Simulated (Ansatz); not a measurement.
System: Zn26Se27 (cell with a defect).

Input

```
crystal:
  lattice:
    - [0.0, 8.5976417676, 8.5976417676]
    - [8.5976417676, 0.0, 8.5976417676]
    - [8.5976417676, 8.5976417676, 0.0]
  atoms:
    - { symbol: Zn, position: [0.3333333333, 0.0, 0.3333333333] }
    - { symbol: Zn, position: [0.3333333333, 0.0, 0.6666666667] }
    - { symbol: Zn, position: [0.3333333333, 0.3333333333, 0.0] }
    - { symbol: Zn, position: [0.3333333333, 0.3333333333, 0.3333333333] }
    - { symbol: Zn, position: [0.3333333333, 0.3333333333, 0.6666666667] }
    - { symbol: Zn, position: [0.3333333333, 0.6666666667, 0.0] }
    - { symbol: Zn, position: [0.3333333333, 0.6666666667, 0.3333333333] }
    - { symbol: Zn, position: [0.3333333333, 0.6666666667, 0.6666666667] }
    - { symbol: Zn, position: [0.6666666667, 0.0, 0.0] }
    - { symbol: Zn, position: [0.6666666667, 0.0, 0.3333333333] }
    - { symbol: Zn, position: [0.6666666667, 0.0, 0.6666666667] }
    - { symbol: Zn, position: [0.6666666667, 0.3333333333, 0.0] }
    - { symbol: Zn, position: [0.6666666667, 0.3333333333, 0.3333333333] }
    - { symbol: Zn, position: [0.6666666667, 0.3333333333, 0.6666666667] }
    - { symbol: Zn, position: [0.6666666667, 0.6666666667, 0.0] }
    - { symbol: Zn, position: [0.6666666667, 0.6666666667, 0.3333333333] }
    - { symbol: Zn, position: [0.6666666667, 0.6666666667, 0.6666666667] }
    - { symbol: Zn, position: [0.0, 0.0, 0.0] }
    - { symbol: Zn, position: [0.0, 0.0, 0.3333333333] }
    - { symbol: Zn, position: [0.0, 0.0, 0.6666666667] }
    - { symbol: Zn, position: [0.0, 0.3333333333, 0.0] }
    - { symbol: Zn, position: [0.0, 0.3333333333, 0.3333333333] }
    - { symbol: Zn, position: [0.0, 0.3333333333, 0.6666666667] }
    - { symbol: Zn, position: [0.0, 0.6666666667, 0.0] }
    - { symbol: Zn, position: [0.0, 0.6666666667, 0.3333333333] }
    - { symbol: Zn, position: [0.0, 0.6666666667, 0.6666666667] }
    - { symbol: Se, position: [0.0914474277, 0.072988641, 0.0751614233], spin: 0.5 }
    - { symbol: Se, position: [0.0833333333, 0.0833333333, 0.4166666667] }
    - { symbol: Se, position: [0.0833333333, 0.0833333333, 0.75] }
    - { symbol: Se, position: [0.0833333333, 0.4166666667, 0.0833333333] }
    - { symbol: Se, position: [0.0833333333, 0.4166666667, 0.4166666667] }
    - { symbol: Se, position: [0.0833333333, 0.4166666667, 0.75] }
    - { symbol: Se, position: [0.0833333333, 0.75, 0.0833333333] }
    - { symbol: Se, position: [0.0833333333, 0.75, 0.4166666667] }
    - { symbol: Se, position: [0.0833333333, 0.75, 0.75] }
    - { symbol: Se, position: [0.4078732338, 0.088745152, 0.0901303607], spin: 0.5 }
    - { symbol: Se, position: [0.4166666667, 0.0833333333, 0.4166666667] }
    - { symbol: Se, position: [0.4211088711, 0.0818294978, 0.7477588829], spin: 0.5 }
    - { symbol: Se, position: [0.4166666667, 0.4166666667, 0.0833333333] }
    - { symbol: Se, position: [0.4166666667, 0.4166666667, 0.4166666667] }
    - { symbol: Se, position: [0.4166666667, 0.4166666667, 0.75] }
    - { symbol: Se, position: [0.4156325336, 0.7477141518, 0.078182703], spin: 0.5 }
    - { symbol: Se, position: [0.4166666667, 0.75, 0.4166666667] }
    - { symbol: Se, position: [0.4166666667, 0.75, 0.75] }
    - { symbol: Se, position: [0.75, 0.0833333333, 0.0833333333] }
    - { symbol: Se, position: [0.75, 0.0833333333, 0.4166666667] }
    - { symbol: Se, position: [0.75, 0.0833333333, 0.75] }
    - { symbol: Se, position: [0.75, 0.4166666667, 0.0833333333] }
    - { symbol: Se, position: [0.75, 0.4166666667, 0.4166666667] }
    - { symbol: Se, position: [0.75, 0.4166666667, 0.75] }
    - { symbol: Se, position: [0.75, 0.75, 0.0833333333] }
    - { symbol: Se, position: [0.75, 0.75, 0.4166666667] }
    - { symbol: Se, position: [0.75, 0.75, 0.75] }
  host:
    lattice:
      - [0.0, 2.8658805892, 2.8658805892]
      - [2.8658805892, 0.0, 2.8658805892]
      - [2.8658805892, 2.8658805892, 0.0]
    atoms:
      - { symbol: Zn, position: [0.0, 0.0, 0.0] }
      - { symbol: Se, position: [0.25, 0.25, 0.25] }
basis:
  ecutwfc: 420
  xc_grid: 2
kpoints:
  mp_grid: { grid: [2, 2, 2], shift: [0.0, 0.0, 0.0] }
hamiltonian:
  xc: pbe
scf:
  occupations: { method: gaussian, width: 0.01 }
output:
  forces: true
  stress: false
  eigenvalues: true
  populations: true
  charged_corrections:
    defect_position: [0.33333333, 0.0, 0.0]
    epsilon: [[10.789, 0.0, 0.0], [0.0, 10.789, 0.0], [0.0, 0.0, 10.789]]
  write_density: true
  write_potential: true
  elf: true
  volumetric_format: npy
magnetization:
  spin_polarized: true
relax:
  adjacent_minimum: "off"
  f_tol: 0.025
  max_steps: 45
```

Run with:

```sh
ansatz run input.yaml --threads 8 --pin off --max-ram 20480MiB --backend cpu --events-out ev --progress --plain --runs-dir out
```

The fields are those of the relaxed geometry.

Spin-polarised.

Level of theory: Ansatz, DFT PBE, scalar-relativistic, plane waves, PAW.

What will maps of the valence pseudo-density and electron localisation function show?

Zn–Se (2.45 Å): ρ at the midpoint is about 0.47 e/Å³; the ELF is about 0.60 at the midpoint.
Zn–Se (2.50 Å): ρ at the midpoint is about 0.43 e/Å³; the ELF is about 0.60 at the midpoint.

Does the calculation give a band gap?

It is metallic or semimetallic at this level of theory: no gap opens.

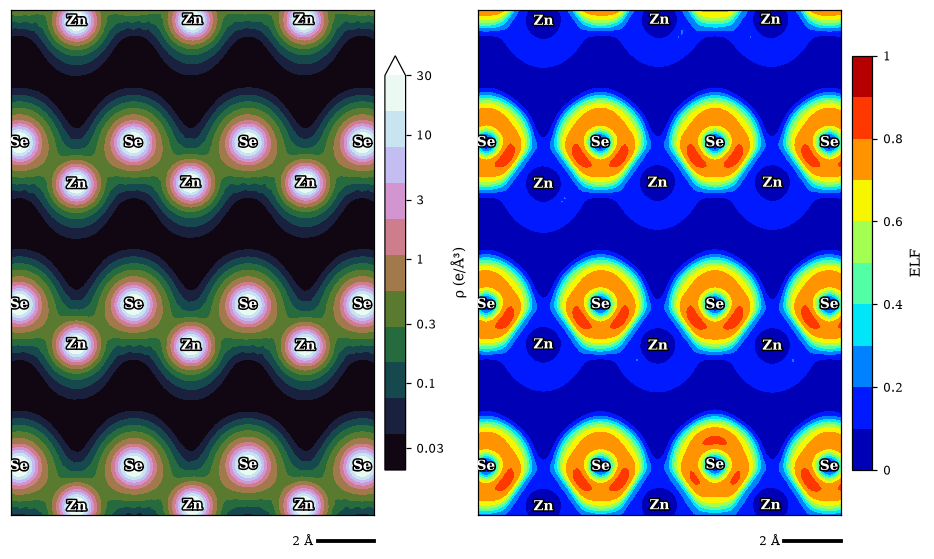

Computed valence pseudo-density and electron localisation function on the (011̄) plane of the calculation cell, in this order. 

In a PAW calculation such maps are meaningful between the atoms, not at the nuclei.
